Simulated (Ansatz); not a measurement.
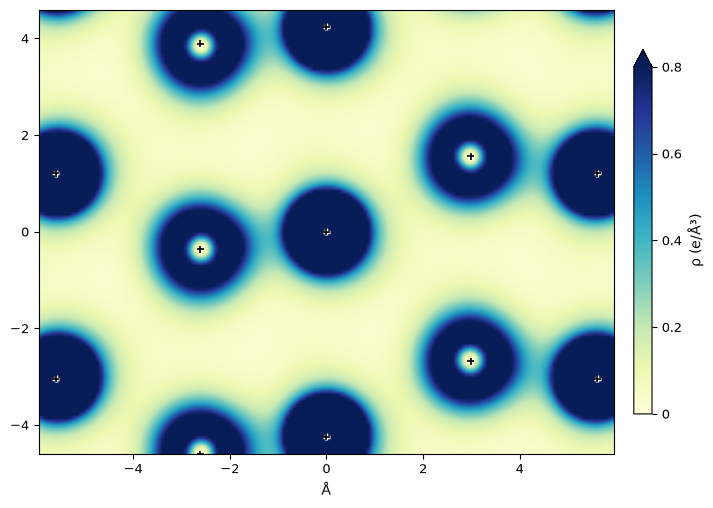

The valence pseudo-density on a plane through atoms (crosses mark nuclei in the plane).

Theory: Ansatz 0.2.0, DFT PBE+D3(BJ), scalar-relativistic, plane waves, PAW.

Candidates:
A. SnS, a = 11.20 Å, b = 4.00 Å, c = 4.25 Å, α = 90.00°, β = 90.00°, γ = 90.00°. Space group Pnma.
B. SiC, a = 4.35 Å, b = 4.35 Å, c = 4.35 Å, α = 90.00°, β = 90.00°, γ = 90.00°. Space group F-43m.

> Which candidate gave the map?

Candidate A: SnS on the (010) plane of the conventional cell, which holds Sn and S. Sn–S (2.63 Å): ρ is about 0.39 e/Å³ halfway.
